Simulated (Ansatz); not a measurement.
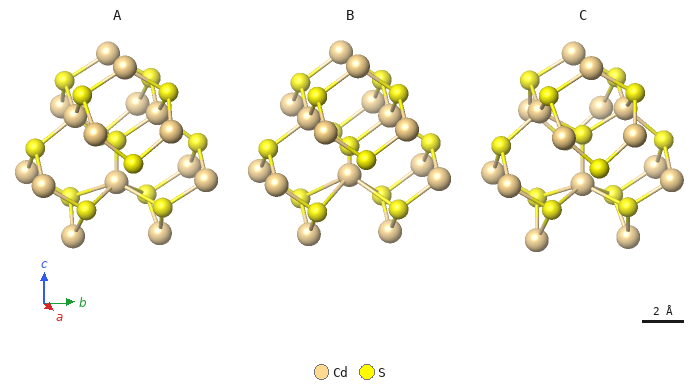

3 geometries from one relaxation of a defect cell of composition Cd7S8 (cell charge −2) (started half-way along a vacancy jump, in the symmetry of that start), in shuffled order. The picture is a ball-and-stick view of the atoms within 5.8 Å of the atom that moves most (axes of the conventional cell (2 times the calculation's cell)), seen slightly off an axis. Lengths and directions refer to the drawn axes.

Level of theory: Ansatz 0.2.0, DFT PBEsol, scalar-relativistic, plane waves, PAW. Settings: plane-wave cutoff 420 eV; k-point mesh 4 × 4 × 4; occupations gaussian; smearing width 0.05 eV; no spin polarisation; atoms relaxed in a fixed cell; force threshold 0.02 eV/Å; at most 60 steps.

Order the frames from highest to lowest energy.

B, A, C. They are steps 0, 2, 7, at +19.000 eV per cell of the calculation, +1.034 eV per cell of the calculation relative to the last. The energy falls by 19.000 eV per cell of the calculation in 6 accepted moves (7 points after the start). Largest force component: 74 eV/Å at the start, 0.019 eV/Å at the end. 1 step only repeated the SCF at the same geometry. The atom that moves furthest is an S atom (0.57 Å along +c). Largest moves by element: S 0.57 Å, Cd 0.45 Å. The cell stays as it was. Among the contacts that change: Cd–S 1.456 → 2.480 Å, Cd–S 3.256 → 2.800 Å, Cd–S 2.522 → 2.405 Å, Cd–S 2.522 → 2.597 Å. Among the angles between lasting bonds that change: S–Cd–S 109.5° → 126.5°, Cd–S–Cd 109.5° → 97.0°, Cd–S–Cd 109.5° → 98.5°. Cost: 2.7 min on 4 threads of Intel(R) Xeon(R) Platinum 8375C CPU @ 2.90GHz (Ice Lake) (shared host), peak memory 1.6 GiB.

Limits of the set-up: the periodic images lie only 8.2 Å apart, so the values are limited by the cell's size; the cell is charged, on a uniform background, and energies carry no finite-size correction.
